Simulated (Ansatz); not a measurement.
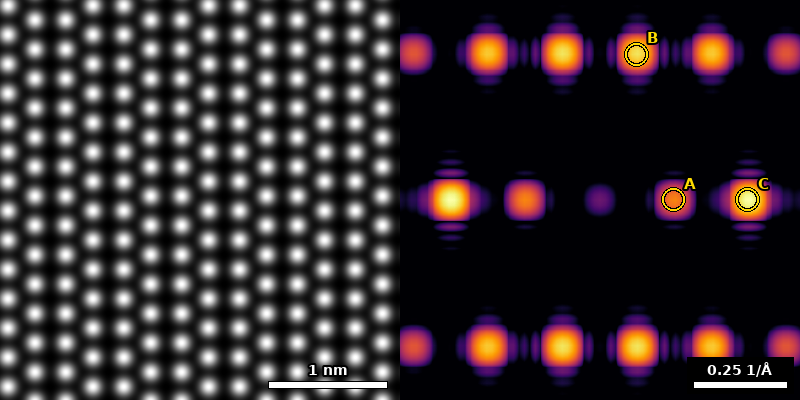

Z-contrast image of a crystal. Simulated incoherent Z contrast: every atom adds Z^1.7 spread by a probe of 1.30 Å full width; channelling and multiple scattering are left out.

The right panel is the modulus of the image's Fourier transform on a logarithmic scale.

Question: Which lattice spacings do the marked spots stand for, and what angle do A and B enclose?

Answer: A: 5.0 Å, B: 2.4 Å, C: 2.5 Å; A and B enclose about 76°.

The crystal is W (Fmmm, No. 69) along [110]; the spots are (0 0 -2), (-1 1 -1) and (0 0 -4). Structure used: coordinates from a relaxation with Ansatz, DFT PBE, scalar-relativistic, plane waves, PAW; the starting structure was generated, so it need not be a known form of this composition.
